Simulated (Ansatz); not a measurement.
Si (slab)

Input file:

```
crystal:
  lattice:
    - [3.8417168278, 0.0, 0.0]
    - [0.0, 3.8417168278, 0.0]
    - [0.0, 0.0, 34.0155281425]
  atoms:
    - { symbol: Si, position: [0.0, 0.5, 0.2204875364] }
    - { symbol: Si, position: [0.0, 0.0, 0.2604178884] }
    - { symbol: Si, position: [0.5, 0.0, 0.3003482403] }
    - { symbol: Si, position: [0.5, 0.5, 0.3402785922] }
    - { symbol: Si, position: [0.0, 0.5, 0.3802089442] }
    - { symbol: Si, position: [0.0, 0.0, 0.4201392961] }
    - { symbol: Si, position: [0.5, 0.0, 0.4600696481] }
    - { symbol: Si, position: [0.5, 0.5, 0.5] }
    - { symbol: Si, position: [0.0, 0.5, 0.5399303519] }
    - { symbol: Si, position: [0.0, 0.0, 0.5798607039] }
    - { symbol: Si, position: [0.5, 0.0, 0.6197910558] }
    - { symbol: Si, position: [0.5, 0.5, 0.6597214078] }
    - { symbol: Si, position: [0.0, 0.5, 0.6996517597] }
    - { symbol: Si, position: [0.0, 0.0, 0.7395821116] }
    - { symbol: Si, position: [0.5, 0.0, 0.7795124636] }
basis:
  ecutwfc: 420
kpoints:
  mp_grid: { grid: [9, 9, 1] }
hamiltonian:
  xc: pbesol
scf:
  occupations: { method: gaussian, width: 0.05 }
output:
  forces: true
  stress: true
  eigenvalues: true
  write_density: true
  write_potential: true
  elf: true
  volumetric_format: npy
efield:
  axis: 3
  dipole_correction: true
  ramp_width: 0.04
```

Run with:

```sh
ansatz run input.yaml --threads 1 --pin off --max-ram 2560MiB --backend cpu --events-out ev --progress --plain --runs-dir out
```

Changed on purpose from its base cell (repeats removed: -2).

Method: Ansatz, DFT PBEsol, scalar-relativistic, plane waves, PAW.

What can the converged valence pseudo-density and electron localisation function tell about the bonding?

Si–Si (2.35 Å): ρ at the midpoint is about 0.56 e/Å³; the ELF peaks at about 0.95 between the atoms.

Does the calculation give a band gap?

It is gapless in this calculation (a metal or semimetal).

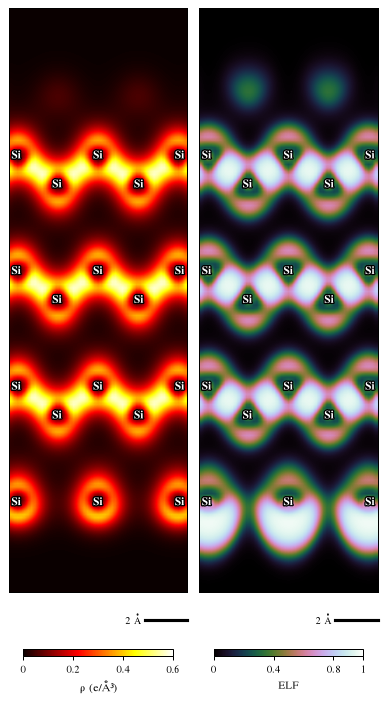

Computed valence pseudo-density and electron localisation function on the (010) plane of the calculation cell, a cut from vacuum to vacuum, in this order. 

In a PAW calculation such maps are meaningful between the atoms, not at the nuclei.
